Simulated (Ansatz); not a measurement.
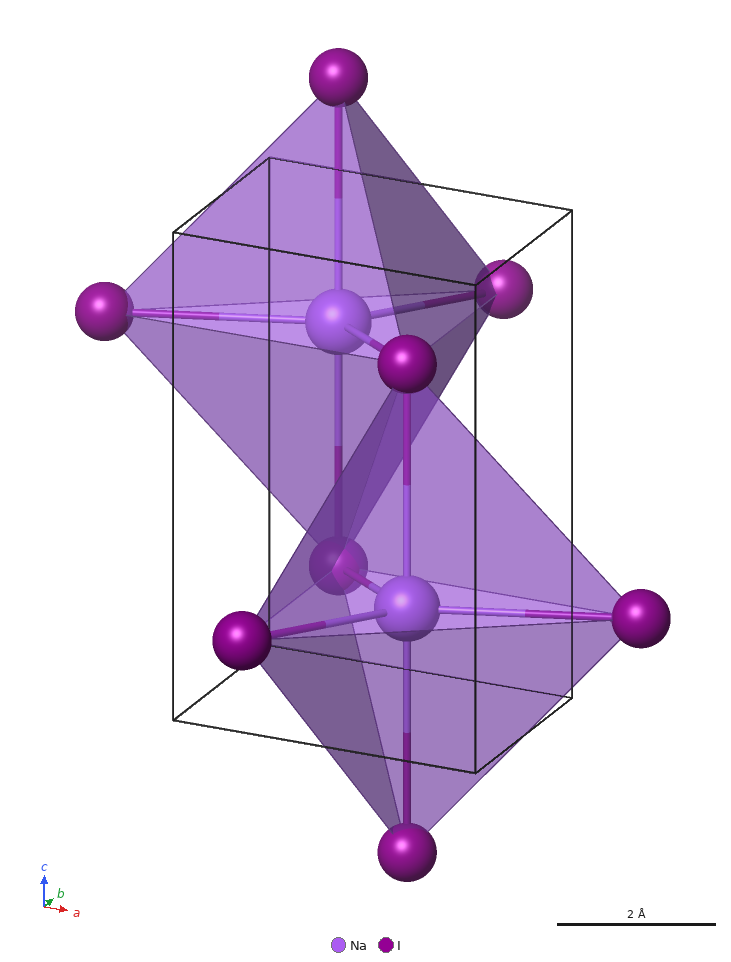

We look at a polyhedral model of the crystal slightly off an axis. One conventional unit cell is framed, with atoms on its boundary repeated. Some neighbours outside the box are added.

NaI, space group P6_3/mmc (No. 194), a = 5.281 Å, b = 5.281 Å, c = 6.298 Å, α = 90.00°, β = 90.00°, γ = 120.00°. The structure was taken from a structure type filled with these elements by a generator (whether the compound takes this form wasn't checked). The cell was then strained or its atoms displaced on purpose. Ansatz was used for an electronic-structure calculation on it.

This one geometry was computed with Ansatz (DFT, plane waves, PAW) at three levels of theory: PBE, r2SCAN and HSE06. It was relaxed with r2SCAN and then strained.

### How does the band gap change with the level of theory?

PBE: a gap of 3.68 eV, direct; r2SCAN: a gap of 4.30 eV, direct; HSE06: a gap of 4.66 eV, direct.

### Collect the results in a table.

| level | cutoff (eV) | k-mesh of the run's cell | gap (eV) | pressure (GPa) |
| --- | --- | --- | --- | --- |
| PBE | 420 | 6×6×4 | 3.68 | 1.6 |
| r2SCAN | 500 | 6×6×4 | 4.30 | 1.2 |
| HSE06 | 420 | 6×6×4 | 4.66 | 1.4 |

Gaps are taken on the k-mesh or band path of each run.
